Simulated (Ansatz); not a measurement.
Input of the run:

```
crystal:
  lattice:
    - [5.0120154882, 0.0, 0.0]
    - [-2.5060077441, 4.340532737, 0.0]
    - [0.0, 0.0, 8.539682565]
  atoms:
    - { symbol: Si, position: [0.6666666667, 0.3333333333, 0.9370347152] }
    - { symbol: Si, position: [0.6666666667, 0.3333333333, 0.5629652848] }
    - { symbol: Si, position: [0.3333333333, 0.6666666667, 0.0629652848] }
    - { symbol: Si, position: [0.3333333333, 0.6666666667, 0.4370347152] }
    - { symbol: O, position: [0.0, 0.4114579434, 0.0] }
    - { symbol: O, position: [0.4114579434, 0.4114579434, 0.5] }
    - { symbol: O, position: [0.5885420566, 0.0, 0.5] }
    - { symbol: O, position: [0.5885420566, 0.5885420566, 0.0] }
    - { symbol: O, position: [0.0, 0.5885420566, 0.5] }
    - { symbol: O, position: [0.6666666667, 0.3333333333, 0.75] }
    - { symbol: O, position: [0.3333333333, 0.6666666667, 0.25] }
    - { symbol: O, position: [0.4114579434, 0.0, 0.0] }
basis:
  ecutwfc: 420
kpoints:
  mp_grid: { grid: [6, 6, 4] }
hamiltonian:
  xc: lda
scf:
  occupations: { method: gaussian, width: 0.02 }
output:
  eigenvalues: true
  states_by_energy: {}
checkpoint:
  read: start.run
  write: ck
  compress: false
  write_wavefunctions: false
  write_every: 100000
```

Command:
```bash
ansatz run input.yaml --threads 4 --pin off --max-ram 12288MiB --backend cpu --events-out ev --progress --plain --runs-dir out
```

What does rigid-band transport give for the Seebeck coefficient?

At 300 K and 10¹⁹ cm⁻³ the Seebeck coefficient is 494 μV/K for holes and −231 μV/K for electrons; the larger size for holes shows the larger density-of-states mass of the valence band. At 300 K it goes from 692 to 141 μV/K for holes and from −423 to −18 μV/K for electrons between 10¹⁸ cm⁻³ and 10²¹ cm⁻³, so its size falls as carriers are added. At 10¹⁹ cm⁻³ the hole value goes from 494 to 627 μV/K on heating to 900 K. The largest power factor over τ is for p type at 10²¹ cm⁻³ and 900 K, about 4.6 × 10¹¹ W m⁻¹ K⁻² s⁻¹.

The bands are interpolated from a finite k mesh, so the values are approximate.

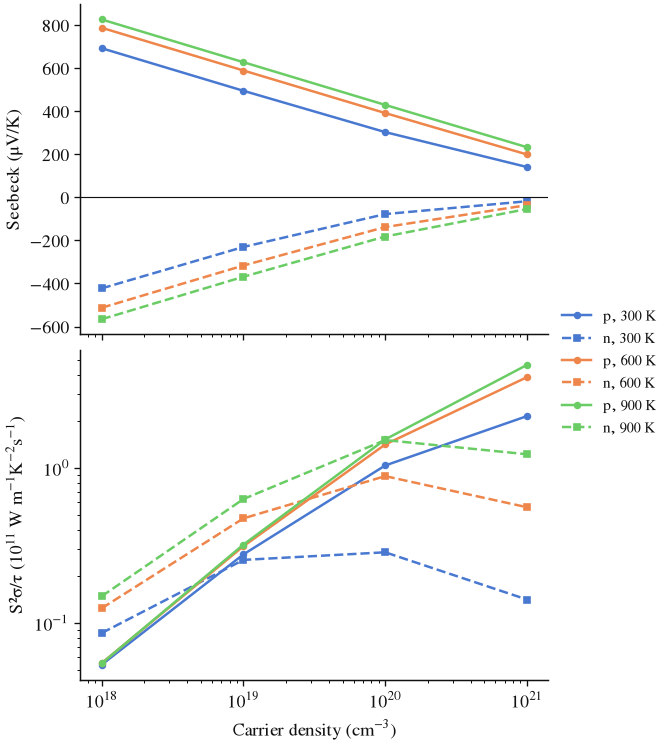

Seebeck coefficient and power factor over the relaxation time against doping (rigid bands, constant relaxation time, mean of three directions).
